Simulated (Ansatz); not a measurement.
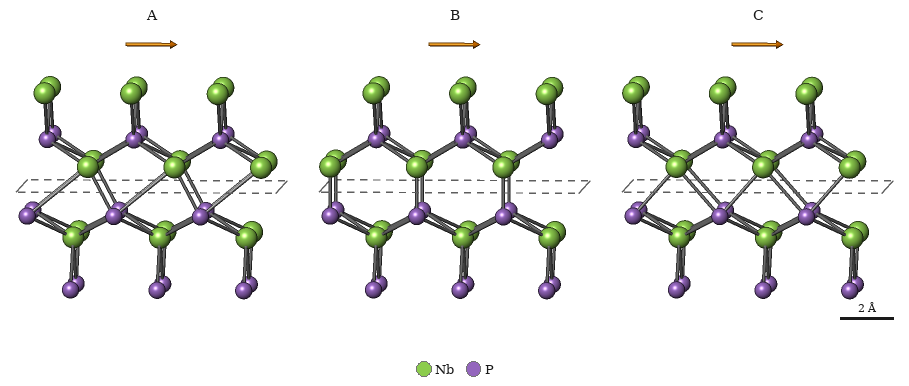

A scan of solid NbP (I4_1md): the crystal above a cut along the (0 0 1) plane of the conventional cell (between a plane of P below and one of Nb above, 1.89 Å apart) is slid rigidly by fractions of an in-plane lattice vector 3.32 Å long (a generalised stacking fault). One cut stands in each cell, which starts 11.3 Å high; nothing is relaxed, and the dashed outline marks the cut, the arrow on top the direction of slip. A ball-and-stick model of the layers on both sides of the cut, seen from the side, nearly along the cut plane.

All numbers below come from Ansatz, DFT PBEsol, scalar-relativistic, plane waves, PAW. Set-up: plane-wave cutoff 420 eV; k-point mesh 14 × 14 × 4; occupations gaussian; smearing width 0.15 eV; no spin polarisation. Energies (free energies at the smearing named) are counted from the relaxed crystal.

Rank the frames from lowest to highest energy.

Answer. Lowest first: C (the slip 0.00, 0 mJ/m²), A (the slip 0.20, 2042 mJ/m²), B (the slip 0.50, 6471 mJ/m²). Over the whole scan: the curve starts and ends at zero, since a full lattice vector restores the crystal. Its highest computed point is 6471 mJ/m² at slip 0.50, which the unstable stacking-fault energy of this rigid path equals or slightly exceeds. No local minimum shows among the points, so there is no metastable fault on this line. The path is symmetric about half-way. Relaxation across the fault would lower the values.
